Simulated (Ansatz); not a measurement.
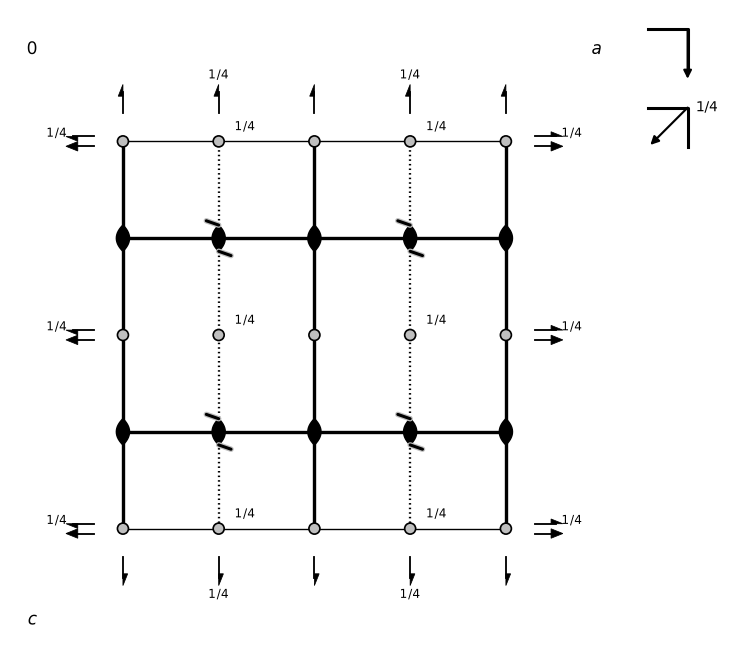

Symmetry elements of a space group, projected down b, computed from the operations of a computed or model structure of composition TiSi2.

Symbols follow the International Tables: origin at the upper left, the third axis towards the viewer; heavy, dashed, dotted, dash-dotted and dash-dot-dot lines are mirror, in-plane glide, out-of-plane glide, diagonal (n; with arrows d) and double (e) glide planes seen edge on; arrows at the rim are 2 (full head) and 2₁ (half head) axes in the plane; the corner sign is a plane parallel to the page; fractions are heights. Handed screw axes carry their printed symbol instead of tails.

> Which space group is it?

Cmcm, No. 63; C-centred orthorhombic, point group mmm, 16 general positions a cell.

> List the elements shown.

2₁ axes along b at (1/4, 1/4), (1/4, 3/4), (3/4, 1/4), (3/4, 3/4); 2 axes along b at (1/4, 0), (1/4, 1/2), (3/4, 0), (3/4, 1/2); inversion centres at (0, 0), (0, 1/4; b height 1/4), (0, 1/2), (0, 3/4; b height 1/4), (1/2, 0), (1/2, 1/4; b height 1/4), (1/2, 1/2), (1/2, 3/4; b height 1/4); mirror planes normal to c, at z = 1/4, 3/4; mirror planes normal to a, at x = 0, 1/2; b glide planes normal to a, at x = 1/4, 3/4; a c glide plane normal to b at height 0; an n glide plane normal to b at height 1/4; 2 axes along a at height 0; 2₁ axes along a at height 1/4; 2₁ axes along c at heights 0, 1/4. Heights repeat every half period; positions are (c, a) fractions, modulo 1.
